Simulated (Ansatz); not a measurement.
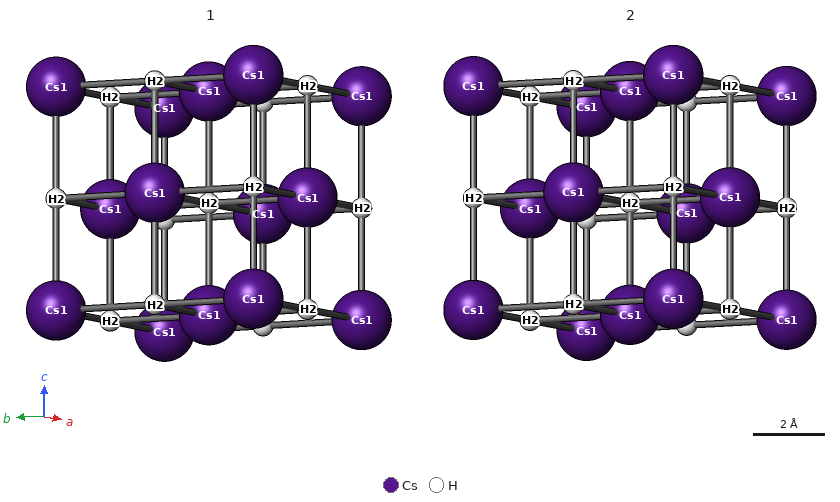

Two geometries of a crystal of CsH (built on the rocksalt type) at its r2SCAN-relaxed geometry: one is the relaxed structure, the other was perturbed away from it. The picture is a ball-and-stick view of the conventional cell (4 times the calculation's cell), seen from a free direction. Lengths and directions refer to the drawn axes.

Method: Ansatz, DFT, r2SCAN, plane waves, PAW. Settings: plane-wave cutoff 500 eV; k-point mesh 8 × 8 × 8; occupations fixed; no spin polarisation.

Which one is perturbed?

Structure 2 is the perturbed one. The cell is strained by +2.5 % along [1 −1 0], −2.5 % along [1 1 0], none along the third axis (volume −0.1 %). The atoms were relaxed with r2SCAN under that strain, and this is a single point on that geometry. The space group (tolerance 0.01 Å) goes from Fm-3m (No. 225) to Immm (No. 71). The energy rises by 1.2 meV per atom. The pressure goes from 0.0 to 0.0 GPa. The principal stresses (compression positive) are 0.2 GPa along [1 1 0], −0.2 GPa along [1 −1 0], none along the third axis. All forces vanish by symmetry.
